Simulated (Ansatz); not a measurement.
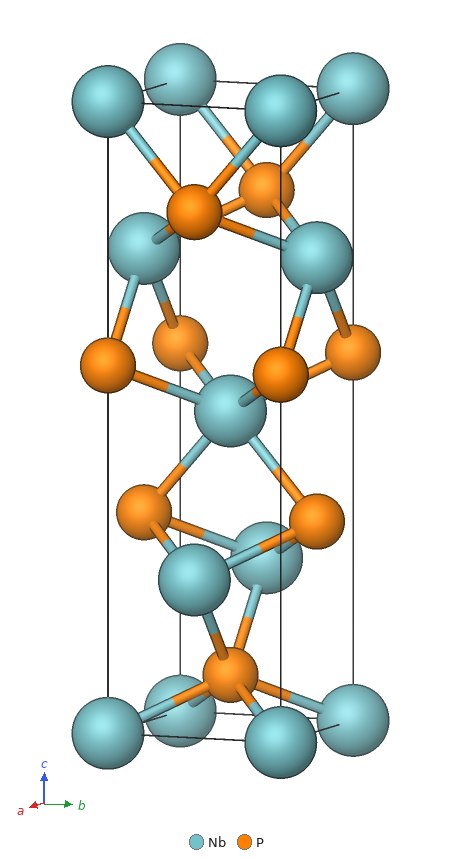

Ball-and-stick representation of a periodic structure, projected slightly off an axis. Lines trace the edges of the conventional unit cell. Cell: a = 3.32 Å, b = 3.32 Å, c = 11.29 Å, α = 90.00°, β = 90.00°, γ = 90.00°.

The model was built from a structure listed in the Materials Project. Earlier steps of the study may have refined or changed the cell and positions. A calculation with Ansatz used it as input.

Q: What is this?

A: Chemical formula NbP. The lattice is body-centred tetragonal and the space group I4_1md (No. 109). Counting shared atoms by their share gives 4 Nb, 4 P, or 8 atoms. The Nb atoms are each bonded to six P in a trigonal prismatic arrangement at about 2.5 Å. P bonds to six Nb in a trigonal prismatic arrangement at about 2.5 Å. Not all metal-metal contacts are counted. The bonds build a three-dimensional framework.

Calculation details: DFT PBEsol, scalar-relativistic, plane waves, PAW (Ansatz); cutoff 420 eV, k-points about 0.15 Å⁻¹ apart, Gaussian smearing of 0.1 eV, no spin polarisation.

Q: Classify it as metallic or gapped, with the value.

A: A metal: bands cross the Fermi level.

Q: Predict the Bader charges.

A: Nb +1.10 e; P -1.10 e.

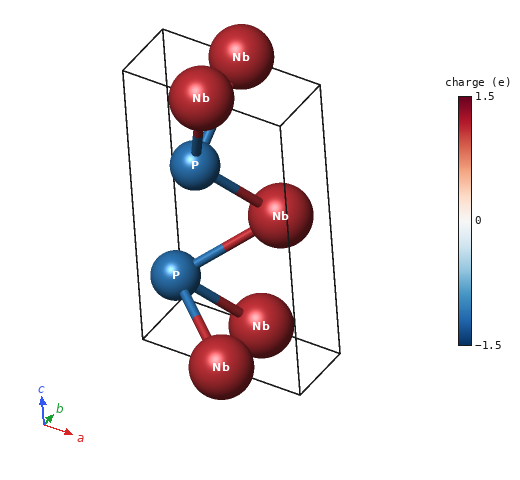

The atoms coloured by those charges. The run's cell of 4 atoms is drawn in a reduced setting, so axes and origin can differ from the first picture.

Q: Is the structure in equilibrium?

A: Yes. All forces vanish to within 0.01 eV/Å. The pressure is 0.0 GPa, close to zero.
